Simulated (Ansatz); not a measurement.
# Calculations on BN

Part 1: Vibrations

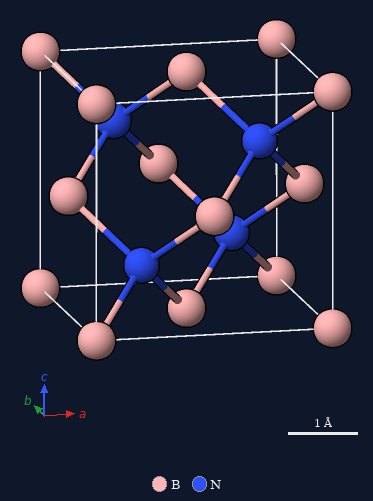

Lattice vibrations of crystalline BN relaxed at 11 GPa, at the zone centre. The picture is a ball-and-stick view of the conventional cell (4 times the calculation's cell), seen slightly off an axis. Lengths and directions refer to the drawn axes.

Computed with DFT LDA, scalar-relativistic, plane waves, PAW (Ansatz 0.2.0). Set-up: plane-wave cutoff 420 eV; k-point mesh 12 × 12 × 12; occupations fixed; target pressure 11 GPa; no spin polarisation.

Frequencies are those without the non-analytic (LO–TO) term.

Q: Which optical modes does it have, at what frequencies, and is it stable there?

A: The calculation's cell holds 2 atoms, so there are 3 optical modes, in 1 level. The optical modes span T₂. No level is unstable.

```csv
level,symmetry,frequency (cm⁻¹),activity
1,T₂,1103,infrared- and Raman-active
```

The displacement patterns (one member of each degenerate set):

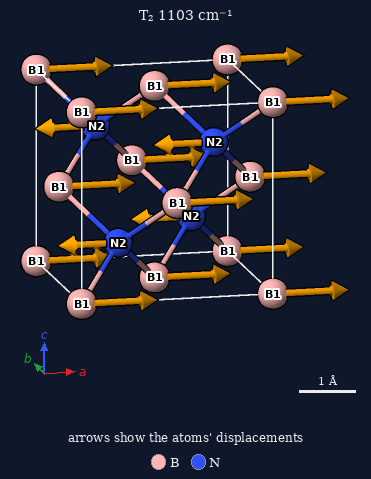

Part 2: Vibrations

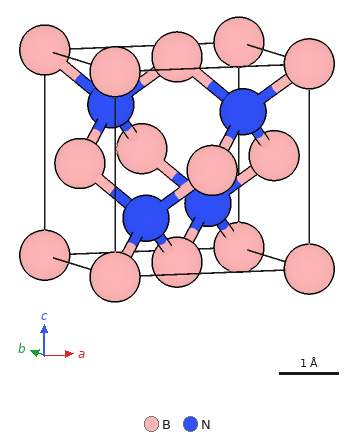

Phonons of a crystal of BN relaxed at 22 GPa, space group F-43m (No. 216), at the zone centre. The picture is a ball-and-stick view of the conventional cell (4 times the calculation's cell), seen slightly off an axis. Lengths and directions refer to the drawn axes.

All numbers below come from DFT LDA, scalar-relativistic, plane waves, PAW in Ansatz 0.2.0.

The input:
```yaml
crystal:
  lattice:
    - [0.0, 1.7607078067, 1.7607078067]
    - [1.7607078067, 0.0, 1.7607078067]
    - [1.7607078067, 1.7607078067, 0.0]
  atoms:
    - { symbol: B, position: [0.0, 0.0, 0.0] }
    - { symbol: "N", position: [0.75, 0.75, 0.75] }
basis:
  ecutwfc: 420
kpoints:
  mp_grid: { grid: [12, 12, 12] }
hamiltonian:
  xc: lda
scf:
  occupations: { method: fixed }
output:
  eigenvalues: true
phonons:
  method: dfpt
  dielectric: true
  rigid_motions: translations
  eigenvectors: true
```

Run as
```bash
ansatz run input.yaml --threads 1 --pin off --max-ram 3072MiB --backend cpu --events-out ev --progress --plain --runs-dir out
```

Frequencies are those without the non-analytic (LO–TO) term.

**Which optical modes does it have, at what frequencies, and is it stable there?**

The calculation's cell holds 2 atoms, so there are 3 optical modes, in 1 level. The optical modes span T₂. No level is unstable.

```tsv
level	symmetry	frequency (cm⁻¹)	activity
1	T₂	1135	infrared- and Raman-active
```

The displacement patterns (one member of each degenerate set):

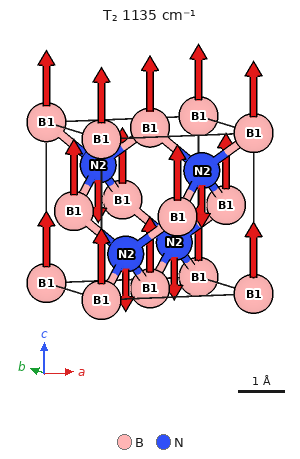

Part 3: One mode

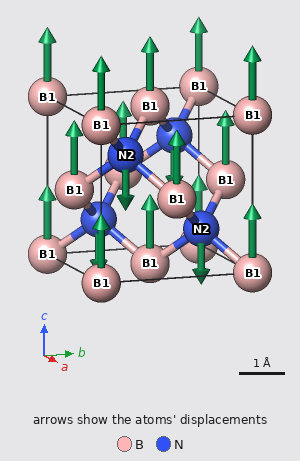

One vibrational mode of a crystal of BN at the zone centre. The green arrows give the relative displacements of the atoms. The picture is a ball-and-stick view of the conventional cell (4 times the calculation's cell), seen slightly off an axis. Lengths and directions refer to the drawn axes.

The calculation used DFT LDA, scalar-relativistic, plane waves, PAW (Ansatz 0.2.0).

The input:
```yaml
crystal:
  lattice:
    - [0.0, 1.7902744185, 1.7902744185]
    - [1.7902744185, 0.0, 1.7902744185]
    - [1.7902744185, 1.7902744185, 0.0]
  atoms:
    - { symbol: B, position: [0.0, 0.0, 0.0] }
    - { symbol: "N", position: [0.75, 0.75, 0.75] }
basis:
  ecutwfc: 420
kpoints:
  mp_grid: { grid: [12, 12, 12] }
hamiltonian:
  xc: lda
scf:
  occupations: { method: fixed }
output:
  eigenvalues: true
phonons:
  method: dfpt
  dielectric: true
  rigid_motions: translations
  eigenvectors: true
```

Launched with:
```bash
ansatz run input.yaml --threads 1 --pin off --max-ram 3072MiB --backend cpu --events-out ev --progress --plain --runs-dir out
```

Frequencies are those without the non-analytic (LO–TO) term.

Q: What mode is this, and where does it lie in the spectrum?

A: This is the T₂ mode (triply degenerate; one member of the set is drawn) at 1068 cm⁻¹, the only optical level, infrared- and Raman-active by symmetry. The B sublattice moves against the N sublattice, along c; the kinetic energy is shared as B 56 %, N 44 %. Its infrared intensity is 40 (D/Å)²/amu for the set. The value is the transverse one; the longitudinal partner lies at 1298 cm⁻¹.

Part 4: One mode

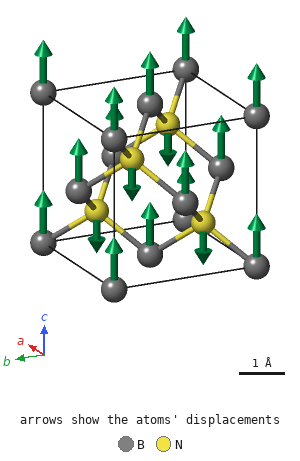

One vibrational mode of solid BN relaxed at 30 GPa at the zone centre. Displacements are drawn as green arrows; their common scale and sign are arbitrary. Style: ball-and-stick. Shown: the conventional cell (4 times the calculation's cell), from a free direction. Lengths and directions refer to the drawn axes.

Level of theory: Ansatz 0.2.0, DFT PBE, scalar-relativistic, plane waves, PAW.

Input file:
```yaml
crystal:
  lattice:
    - [0.0, 1.7699937618, 1.7699937618]
    - [1.7699937618, 0.0, 1.7699937618]
    - [1.7699937618, 1.7699937618, 0.0]
  atoms:
    - { symbol: B, position: [0.0, 0.0, 0.0] }
    - { symbol: "N", position: [0.75, 0.75, 0.75] }
basis:
  ecutwfc: 420
kpoints:
  mp_grid: { grid: [12, 12, 12] }
hamiltonian:
  xc: pbe
scf:
  occupations: { method: fixed }
output:
  eigenvalues: true
phonons:
  method: dfpt
  dielectric: true
  rigid_motions: translations
  eigenvectors: true
```

Command:
```bash
ansatz run input.yaml --threads 1 --pin off --max-ram 3072MiB --backend cpu --events-out ev --progress --plain --runs-dir out
```

Frequencies are those without the non-analytic (LO–TO) term.

Describe the mode and give its frequency.

Answer. This is the T₂ mode (triply degenerate; one member of the set is drawn) at 1120 cm⁻¹, the only optical level, infrared- and Raman-active by symmetry. The B sublattice moves against the N sublattice, along c; the kinetic energy is shared as B 56 %, N 44 %. Its infrared intensity is 40 (D/Å)²/amu for the set. The value is the transverse one; the longitudinal partner lies at 1349 cm⁻¹.

Part 5: Softest mode

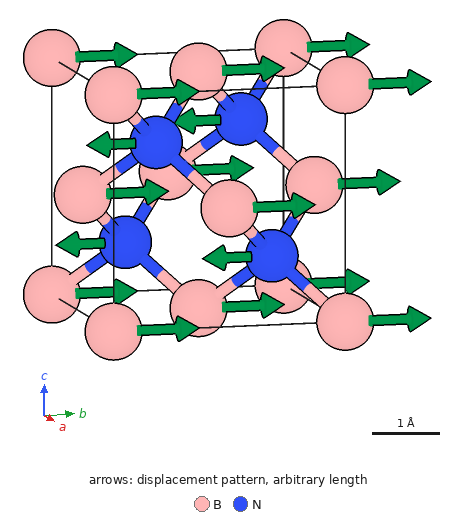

The lowest optical mode of crystalline BN at 1.02 times its rest volume, space group F-43m (No. 216), at the zone centre. Displacements are drawn as green arrows; their common scale and sign are arbitrary. The picture is a ball-and-stick view of the conventional cell (4 times the calculation's cell), seen slightly off an axis. Lengths and directions refer to the drawn axes.

Level of theory: DFT LDA, scalar-relativistic, plane waves, PAW in Ansatz. Settings: plane-wave cutoff 420 eV; k-point mesh 12 × 12 × 12; occupations fixed; no spin polarisation.

Frequencies are those without the non-analytic (LO–TO) term.

> Is the structure stable against all modes at this point?

Yes: this softest mode has a real frequency, and so have all others here. That speaks for this wave vector alone: the rest of the zone wasn't checked in this run. This is the T₂ mode (triply degenerate; one member of the set is drawn) at 1042 cm⁻¹, the only optical level, infrared- and Raman-active by symmetry. The B sublattice moves against the N sublattice, along b; the kinetic energy is shared as B 56 %, N 44 %. Its infrared intensity is 40 (D/Å)²/amu for the set. The value is the transverse one; the longitudinal partner lies at 1273 cm⁻¹.

Part 6: Softest mode

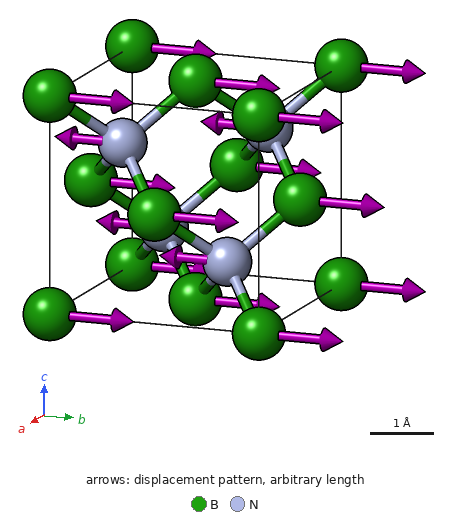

The lowest optical mode of crystalline BN relaxed at 1 GPa, space group F-43m (No. 216), at the zone centre. The purple arrows are the displacements of the atoms (eigenvector over the root of the mass), of arbitrary overall length and sign. The picture is a ball-and-stick view of the conventional cell (4 times the calculation's cell), seen slightly off an axis. Lengths and directions refer to the drawn axes.

Computed with Ansatz, DFT PBE, scalar-relativistic, plane waves, PAW.

Input
```yaml
crystal:
  lattice:
    - [0.0, 1.8107190047, 1.8107190047]
    - [1.8107190047, 0.0, 1.8107190047]
    - [1.8107190047, 1.8107190047, 0.0]
  atoms:
    - { symbol: B, position: [0.0, 0.0, 0.0] }
    - { symbol: "N", position: [0.75, 0.75, 0.75] }
basis:
  ecutwfc: 420
kpoints:
  mp_grid: { grid: [12, 12, 12] }
hamiltonian:
  xc: pbe
scf:
  occupations: { method: fixed }
output:
  eigenvalues: true
phonons:
  method: dfpt
  dielectric: true
  rigid_motions: translations
  eigenvectors: true
```

Command:
```bash
ansatz run input.yaml --threads 1 --pin off --max-ram 3072MiB --backend cpu --events-out ev --progress --plain --runs-dir out
```

Frequencies are those without the non-analytic (LO–TO) term.

### Is this crystal at a minimum with respect to the drawn distortion?

Yes: this softest mode has a real frequency, and so have all others here. That speaks for this wave vector alone: the rest of the zone wasn't checked in this run. This is the T₂ mode (triply degenerate; one member of the set is drawn) at 127.7 meV, the only optical level, infrared- and Raman-active by symmetry. The B sublattice moves against the N sublattice, along b; the kinetic energy is shared as B 56 %, N 44 %. Its infrared intensity is 42 (D/Å)²/amu for the set. The value is the transverse one; the longitudinal partner lies at 1265 cm⁻¹.
